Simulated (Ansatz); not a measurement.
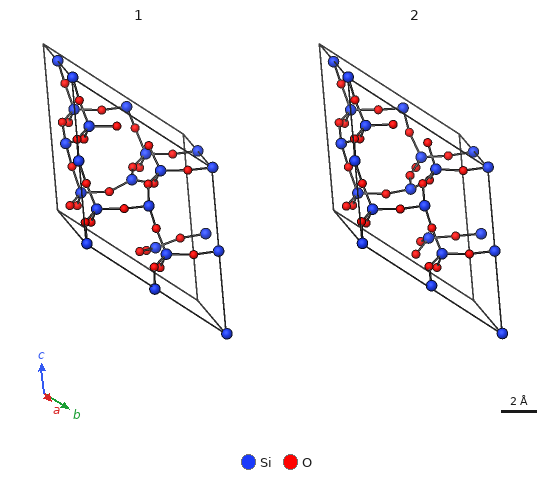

Two geometries of a defect cell of composition Si16O31 (cell charge +2), drawn at one scale. One is the start of a relaxation, the other its converged end. A ball-and-stick model of the cell of the calculation (origin shifted), seen from a free direction.

Computed with DFT PBE, scalar-relativistic, plane waves, PAW (Ansatz). Set-up: plane-wave cutoff 420 eV; k-point mesh 2 × 2 × 2; occupations gaussian; smearing width 0.01 eV; no spin polarisation; atoms relaxed in a fixed cell; force threshold 0.025 eV/Å; at most 45 steps.

Q: Which of the two is the end point?

A: Structure 1 is the relaxed one. Case: O vacancy (site d), charge +2, atoms relaxed at the host's cell. The largest moves, 0.60 Å, are those of Si atoms. Largest moves by element: Si 0.60 Å, O 0.54 Å. The cell doesn't change. Near-neighbour distances that change, for instance: O–Si 1.598 → 1.562 Å, O–Si 1.661 → 1.687 Å, O–Si 1.623 → 1.635 Å, O–Si 1.615 → 1.605 Å. Bond angles that change, for instance: Si–O–Si 149.4° → 127.8°, Si–O–Si 157.3° → 143.9°, O–Si–O 109.2° → 101.5°. Over 12 accepted moves (13 points after the start) the energy falls by 1.925 eV per cell of the calculation. Largest force component: 2 eV/Å at the start, 0.017 eV/Å at the end. The line search rejected the trial step at point 4 of the run.

Limits of the set-up: the cell is charged, on a uniform background, and energies carry no finite-size correction.
